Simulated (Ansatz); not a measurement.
## Geometry relaxation, with input and output: Ni3Ge (part 1 of 2)

System: Ni3Ge (4 atoms in the cell).
Method: DFT LDA, scalar-relativistic, plane waves, PAW, no spin polarisation (Ansatz 0.2.0).

The structure derives from a Materials Project entry. Figures and captions count atoms from 1; the log counts them from 0 in places.

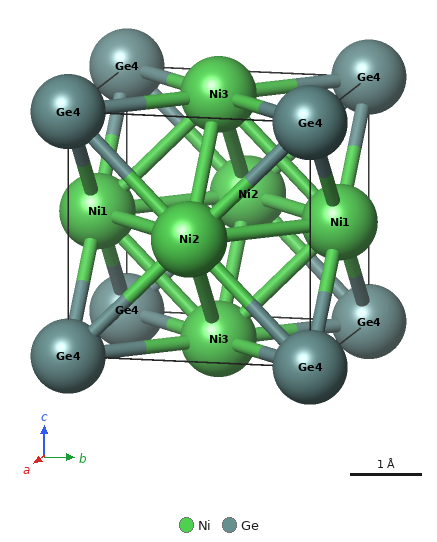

**Figure 1.** The structure as given in the input (ball-and-stick view of the cell of the calculation, seen slightly off an axis; atoms are numbered from 1 in the order of the input). An atom can appear more than once, as a periodic image.

### Summary

- outcome: converged
- space group (tolerance 0.01 Å): Pm-3m (221)
- electrons treated: 68
- free energy: −21537.2812 eV
- Fermi energy: 19.133 eV
- gap on the k-point mesh: none (metallic)
- pressure: 0.00 GPa
- final volume: 42.47 Å³
- largest force (length of the vector) at the end: under 0.001 eV/Å
- final cell: a = 3.489 Å, b = 3.489 Å, c = 3.489 Å, α = 90.00°, β = 90.00°, γ = 90.00°
- hardware: 2 threads of Arm Neoverse V2, 24 GiB of memory available, shared host
- wall time: 20 s (CPU time 38 s)
- peak memory: 0.42 GiB

The run has no spin polarisation, so a magnetic state may lie lower.

### Input
```yaml
crystal:
  lattice:
    - [3.5303341067, 0.0, 0.0]
    - [0.0, 3.5303341067, 0.0]
    - [0.0, 0.0, 3.5303341067]
  atoms:
    - { symbol: Ni, position: [0.5, 0.0, 0.5] }
    - { symbol: Ni, position: [0.0, 0.5, 0.5] }
    - { symbol: Ni, position: [0.5, 0.5, 0.0] }
    - { symbol: Ge, position: [0.0, 0.0, 0.0] }
basis:
  ecutwfc: 420
kpoints:
  mp_grid: { grid: [12, 12, 12] }
hamiltonian:
  xc: lda
scf:
  occupations: { method: gaussian, width: 0.1 }
output:
  forces: true
  stress: true
  eigenvalues: true
relax:
  adjacent_minimum: "off"
  f_tol: 0.005
  max_steps: 80
  cell: { stress_tol: 0.05 }
```

Launch command:
```bash
ansatz run input.yaml --threads 2 --pin off --max-ram 6144MiB --backend cpu --events-out ev --progress --plain --runs-dir out
```

### Log
```
Engine: ansatz 0.2.0, aarch64-unknown-linux-gnu
Pseudopotentials: kind: paw
Pseudopotential: Ni, paw, valence charge 18, recommended cutoff 420 eV (normal), Ni.paw.azcp
Pseudopotential: Ge, paw, valence charge 14, recommended cutoff 420 eV (normal), Ge.paw.azcp
Functional definition: SPW92
  exchange = slater_x
  correlation = pw_c
Crystal: 4 atoms, lattice volume = 43.999 Å³
Basis set: ecut = 420 eV, 847 PW (Γ)
Bands: 41, of which v1, the nominal top of the filled ones, is band 34 counted from 1 (33 counted from 0)
Symmetry: 48 space group operations
Space group: Pm-3m (ITA 221), of the structure as read, at distance tolerance 3.5e-5 Å
k-points: 84 of 1728
Non-local potential: Ni, projectors of the file, l = 0: 3, l = 1: 2, l = 2: 3, l = 3: 1
Non-local potential: Ge, projectors of the file, l = 0: 2, l = 1: 2, l = 2: 3, l = 3: 1
PAW form: soft (Blöchl's): semilocal exchange-correlation on the pseudo side does not see the compensation charge
PAW frozen core: Ni, regenerated for the run's functional, and the local potential with it (the file was generated under x = pbe(κ = 0.804, μ = 0.2195149727645171), c = pbe(β = 0.06672455060314922))
PAW frozen core: Ge, regenerated for the run's functional, and the local potential with it (the file was generated under x = pbe(κ = 0.804, μ = 0.2195149727645171), c = pbe(β = 0.06672455060314922))
PAW one-centre angular grid: Ni, 590 points (default); XC on 64 Gauss nodes
PAW one-centre angular grid: Ge, 590 points (default); XC on 64 Gauss nodes
Initial density: superposition of atomic densities (neutral atoms: chi_scale 0, normalization atom), corrected by the library's trained network
Initial wavefunctions: pseudopotential atomic-orbital guess
Functional: x = slater, c = lda
SCF iter   1: F=—  HF=-21537.258183 eV  |F-HF|=—  |Δ(HF+E_count)|=         —  Δρ=1.89e-2  dr2=6.49e-2  ethr=1.77e-3  ⟨swp⟩=5.5  Hψ=11025  notcnv=0  defer=30
preconditioner: auto → Kerker (q_TF=auto, 2.934 Å⁻¹)  [metal: Δε(μ)=0.038 eV  Ē_g=13.259 eV  σ=0.100 eV  W_gap=0.21  n_scr=18 (ndim 8)  ℏωp=37.1 eV  f_vac=0.000  D(μ)=2.03/eV (n_scr^D=18)]
SCF iter   2: F=—  HF=-21537.243663 eV  |F-HF|=—  |Δ(HF+E_count)|=   1.45e-2  Δρ=4.74e-3  dr2=3.63e-3  ethr=9.54e-5  ⟨swp⟩=2.2  Hψ=6657  notcnv=0  defer=138
SCF iter   3: F=—  HF=-21537.242951 eV  |F-HF|=—  |Δ(HF+E_count)|=   7.12e-4  Δρ=1.77e-3  dr2=7.27e-4  ethr=5.34e-6  ⟨swp⟩=1.6  Hψ=3549  notcnv=0  defer=138
SCF iter   4: F=—  HF=-21537.242731 eV  |F-HF|=—  |Δ(HF+E_count)|=   2.20e-4  Δρ=4.10e-4  dr2=9.73e-5  ethr=1.07e-6  ⟨swp⟩=2.4  Hψ=5003  notcnv=0  defer=138
SCF iter   5: F=—  HF=-21537.242706 eV  |F-HF|=—  |Δ(HF+E_count)|=   2.43e-5  Δρ=2.94e-4  dr2=4.73e-5  ethr=1.43e-7  ⟨swp⟩=2.0  Hψ=3841  notcnv=0  defer=138
SCF iter   6: F=—  HF=-21537.242694 eV  |F-HF|=—  |Δ(HF+E_count)|=   1.27e-5  Δρ=4.42e-5  dr2=6.35e-7  ethr=6.96e-8  ⟨swp⟩=2.0  Hψ=4659  notcnv=0  defer=138
SCF iter   7: F=—  HF=-21537.242694 eV  |F-HF|=—  |Δ(HF+E_count)|=   6.57e-7  Δρ=2.28e-5  dr2=2.27e-7  ethr=1.47e-10  ⟨swp⟩=8.6  Hψ=15832  notcnv=0
SCF iter   8: F=-21537.242694 eV  HF=-21537.242694 eV  |F-HF|=1.07e-8  |Δ(HF+E_count)|=   7.26e-8  Δρ=5.97e-6  dr2=1.72e-8  ethr=1.47e-10  ⟨swp⟩=4.0  Hψ=11762  notcnv=0
SCF 1 converged in 8 iterations: F = -21537.242694 eV  dr2 = 1.72e-8
  greatest PAW one-centre occupation: 1.002 electrons in one spin orbital (limit 2), on the Ni atom at site 1 (counted from 0), in its partial waves of l = 1
relax step   1: F+E_penalty+E_count = -21537.24269425 eV  Δ(F+E_penalty+E_count) = +0.000e0 eV  max|allowed force component| = 2.527e-28 eV/Å  Δτ_max = 0.0000 Å  P = -7.761 GPa  Ω = 43.999 Å³  (8 SCF iters, dr2 threshold 1.00e-7 eV, accepted)
Crystal: 4 atoms, lattice volume = 43.103 Å³
Initial density: handed on by an earlier stage of this run
Initial wavefunctions: those handed on with the density
iter 1 solved again at ethr=2.55e-6 eV; its pass at ethr=3.10e-3 eV (dr2=1.74e-3 eV) is discarded
SCF iter   1: F=—  HF=-21537.275316 eV  |F-HF|=—  |Δ(HF+E_count)|=         —  Δρ=2.36e-3  dr2=1.53e-3  ethr=2.55e-6  ⟨swp⟩=1.8  Hψ=14900  notcnv=0
preconditioner: auto → Kerker (q_TF=auto, 2.944 Å⁻¹)  [metal: Δε(μ)=0.040 eV  Ē_g=13.434 eV  σ=0.100 eV  W_gap=0.22  n_scr=18 (ndim 8)  ℏωp=37.5 eV  f_vac=0.000  D(μ)=1.97/eV (n_scr^D=18)]
SCF iter   2: F=—  HF=-21537.274948 eV  |F-HF|=—  |Δ(HF+E_count)|=   3.68e-4  Δρ=8.47e-4  dr2=3.46e-4  ethr=2.24e-6  ⟨swp⟩=2.3  Hψ=4662  notcnv=0
SCF iter   3: F=—  HF=-21537.274819 eV  |F-HF|=—  |Δ(HF+E_count)|=   1.29e-4  Δρ=3.15e-4  dr2=8.37e-5  ethr=5.09e-7  ⟨swp⟩=2.2  Hψ=4649  notcnv=0
SCF iter   4: F=—  HF=-21537.274795 eV  |F-HF|=—  |Δ(HF+E_count)|=   2.34e-5  Δρ=2.08e-4  dr2=2.18e-5  ethr=1.23e-7  ⟨swp⟩=2.0  Hψ=4696  notcnv=0
SCF iter   5: F=—  HF=-21537.274790 eV  |F-HF|=—  |Δ(HF+E_count)|=   5.45e-6  Δρ=5.25e-5  dr2=1.43e-6  ethr=3.21e-8  ⟨swp⟩=2.0  Hψ=4072  notcnv=0
SCF iter   6: F=-21537.274789 eV  HF=-21537.274789 eV  |F-HF|=7.51e-8  |Δ(HF+E_count)|=   8.88e-7  Δρ=2.14e-5  dr2=8.33e-8  ethr=5.88e-10  ⟨swp⟩=5.5  Hψ=14648  notcnv=0
SCF 2 converged in 6 iterations: F = -21537.274789 eV  dr2 = 8.33e-8
relax step   2: F+E_penalty+E_count = -21537.27478903 eV  Δ(F+E_penalty+E_count) = -3.209e-2 eV  max|allowed force component| = 2.261e-29 eV/Å  Δτ_max = 0.0000 Å  P = -3.422 GPa  Ω = 43.103 Å³  energy of the carried Pulay correction = +5.460e-4 eV  (6 SCF iters, dr2 threshold 4.00e-7 eV, accepted)
Crystal: 4 atoms, lattice volume = 42.421 Å³
Basis set: ecut = 420 eV, 799 PW (Γ)
iter 1 solved again at ethr=1.56e-6 eV; its pass at ethr=3.10e-3 eV (dr2=1.06e-3 eV) is discarded
SCF iter   1: F=—  HF=-21537.282392 eV  |F-HF|=—  |Δ(HF+E_count)|=         —  Δρ=1.83e-3  dr2=9.05e-4  ethr=1.56e-6  ⟨swp⟩=1.8  Hψ=14953  notcnv=0
preconditioner: auto → Kerker (q_TF=auto, 2.952 Å⁻¹)  [metal: Δε(μ)=0.039 eV  Ē_g=13.561 eV  σ=0.100 eV  W_gap=0.22  n_scr=18 (ndim 8)  ℏωp=37.8 eV  f_vac=0.000  D(μ)=1.95/eV (n_scr^D=18)]
SCF iter   2: F=—  HF=-21537.282173 eV  |F-HF|=—  |Δ(HF+E_count)|=   2.19e-4  Δρ=6.64e-4  dr2=2.07e-4  ethr=1.33e-6  ⟨swp⟩=2.1  Hψ=4579  notcnv=0
SCF iter   3: F=—  HF=-21537.282092 eV  |F-HF|=—  |Δ(HF+E_count)|=   8.06e-5  Δρ=2.43e-4  dr2=4.81e-5  ethr=3.04e-7  ⟨swp⟩=2.3  Hψ=4646  notcnv=0
SCF iter   4: F=—  HF=-21537.282079 eV  |F-HF|=—  |Δ(HF+E_count)|=   1.34e-5  Δρ=1.68e-4  dr2=1.37e-5  ethr=7.08e-8  ⟨swp⟩=2.1  Hψ=4719  notcnv=0
SCF iter   5: F=—  HF=-21537.282076 eV  |F-HF|=—  |Δ(HF+E_count)|=   3.32e-6  Δρ=3.43e-5  dr2=6.14e-7  ethr=2.01e-8  ⟨swp⟩=2.0  Hψ=4138  notcnv=0
SCF iter   6: F=-21537.282075 eV  HF=-21537.282075 eV  |F-HF|=3.62e-8  |Δ(HF+E_count)|=   4.41e-7  Δρ=1.71e-5  dr2=5.10e-8  ethr=5.88e-10  ⟨swp⟩=5.3  Hψ=14327  notcnv=0
SCF 3 converged in 6 iterations: F = -21537.282075 eV  dr2 = 5.10e-8
relax step   3: F+E_penalty+E_count = -21537.28207524 eV  Δ(F+E_penalty+E_count) = -7.286e-3 eV  max|allowed force component| = 6.837e-30 eV/Å  Δτ_max = 0.0000 Å  P = +0.253 GPa  Ω = 42.421 Å³  energy of the carried Pulay correction = +9.687e-4 eV  (6 SCF iters, dr2 threshold 4.00e-7 eV, accepted)
Crystal: 4 atoms, lattice volume = 42.465 Å³
iter 1 solved again at ethr=6.80e-9 eV; its pass at ethr=3.10e-3 eV (dr2=4.63e-6 eV) is discarded
SCF iter   1: F=—  HF=-21537.282084 eV  |F-HF|=—  |Δ(HF+E_count)|=         —  Δρ=1.11e-4  dr2=3.56e-6  ethr=6.80e-9  ⟨swp⟩=2.1  Hψ=14115  notcnv=0
preconditioner: auto → Kerker (q_TF=auto, 2.951 Å⁻¹)  [metal: Δε(μ)=0.038 eV  Ē_g=13.562 eV  σ=0.100 eV  W_gap=0.21  n_scr=18 (ndim 8)  ℏωp=37.8 eV  f_vac=0.000  D(μ)=1.95/eV (n_scr^D=18)]
SCF iter   2: F=—  HF=-21537.282083 eV  |F-HF|=—  |Δ(HF+E_count)|=   9.01e-7  Δρ=4.05e-5  dr2=7.61e-7  ethr=5.24e-9  ⟨swp⟩=2.7  Hψ=5303  notcnv=0
SCF iter   3: F=—  HF=-21537.282083 eV  |F-HF|=—  |Δ(HF+E_count)|=   2.24e-7  Δρ=1.74e-5  dr2=2.23e-7  ethr=1.12e-9  ⟨swp⟩=2.6  Hψ=5049  notcnv=0
iter 4 did not close the SCF: its close was put off for the readings that it lacked (scf_convergence_deferred on its scf_iter line)
SCF iter   4: F=-21537.282083 eV  HF=-21537.282083 eV  |F-HF|=4.55e-8  |Δ(HF+E_count)|=   5.60e-8  Δρ=9.34e-6  dr2=3.90e-8  ethr=3.28e-10  ⟨swp⟩=2.0  Hψ=4745  notcnv=0
iter 5 did not close the SCF: its close was put off for the readings that it lacked (scf_convergence_deferred on its scf_iter line)
SCF iter   5: F=-21537.282083 eV  HF=-21537.282083 eV  |F-HF|=4.06e-9  |Δ(HF+E_count)|=   1.19e-8  Δρ=2.03e-6  dr2=2.66e-9  ethr=5.74e-11  ⟨swp⟩=2.0  Hψ=3956  notcnv=0
SCF iter   6: F=-21537.282083 eV  HF=-21537.282083 eV  |F-HF|=2.18e-11  |Δ(HF+E_count)|=  5.68e-10  Δρ=1.49e-6  dr2=4.26e-10  ethr=3.91e-12  ⟨swp⟩=2.0  Hψ=10694  notcnv=0
SCF 4 converged in 6 iterations: F = -21537.282083 eV  dr2 = 4.26e-10
  greatest PAW one-centre occupation: 1.002 electrons in one spin orbital (limit 2), on the Ni atom at site 2 (counted from 0), in its partial waves of l = 1
relax step   4: F+E_penalty+E_count = -21537.28208292 eV  Δ(F+E_penalty+E_count) = -7.683e-6 eV  max|allowed force component| = 6.324e-29 eV/Å  Δτ_max = 0.0000 Å  P = +0.002 GPa  Ω = 42.465 Å³  energy of the carried Pulay correction = +9.408e-4 eV  (6 SCF iters, dr2 threshold 1.60e-7 eV, accepted)
Initial wavefunctions: pseudopotential atomic-orbital guess (no wavefunctions were taken with the density)
iter 1 solved again at ethr=4.43e-8 eV; its pass at ethr=3.10e-3 eV (dr2=3.01e-5 eV) is discarded
SCF iter   1: F=—  HF=-21537.281192 eV  |F-HF|=—  |Δ(HF+E_count)|=         —  Δρ=9.25e-5  dr2=8.85e-7  ethr=4.43e-8  ⟨swp⟩=3.2  Hψ=21164  notcnv=0
SCF iter   2: F=—  HF=-21537.281193 eV  |F-HF|=—  |Δ(HF+E_count)|=   1.11e-6  Δρ=6.75e-5  dr2=7.01e-7  ethr=1.30e-9  ⟨swp⟩=2.0  Hψ=4469  notcnv=0
SCF iter   3: F=—  HF=-21537.281193 eV  |F-HF|=—  |Δ(HF+E_count)|=   8.34e-8  Δρ=6.51e-6  dr2=4.11e-9  ethr=1.03e-9  ⟨swp⟩=2.0  Hψ=3864  notcnv=0
SCF iter   4: F=—  HF=-21537.281193 eV  |F-HF|=—  |Δ(HF+E_count)|=   3.86e-8  Δρ=3.51e-6  dr2=3.56e-9  ethr=6.05e-12  ⟨swp⟩=3.0  Hψ=6631  notcnv=0
SCF iter   5: F=—  HF=-21537.281193 eV  |F-HF|=—  |Δ(HF+E_count)|=   5.85e-9  Δρ=1.16e-6  dr2=4.60e-10  ethr=5.23e-12  ⟨swp⟩=2.0  Hψ=5307  notcnv=0
SCF iter   6: F=—  HF=-21537.281193 eV  |F-HF|=—  |Δ(HF+E_count)|=  9.46e-11  Δρ=5.85e-7  dr2=1.22e-10  ethr=1.00e-12  ⟨swp⟩=2.0  Hψ=5177  notcnv=0
SCF iter   7: F=-21537.281193 eV  HF=-21537.281193 eV  |F-HF|=7.28e-12  |Δ(HF+E_count)|=  3.27e-11  Δρ=1.22e-7  dr2=7.98e-12  ethr=1.00e-12  ⟨swp⟩=4.0  Hψ=12334  notcnv=0
SCF 5 converged in 7 iterations: F = -21537.281193 eV  dr2 = 7.98e-12
relax step   5: F+E_penalty+E_count = -21537.28119336 eV  Δ(F+E_penalty+E_count) = +8.896e-4 eV  max|allowed force component| = 2.958e-29 eV/Å  Δτ_max = 0.0000 Å  P = -0.002 GPa  Ω = 42.465 Å³  stress off target by 2.49e-3 GPa  SCF on the basis re-selected at this cell (its energy is not comparable with the rows above)  (7 SCF iters)
```
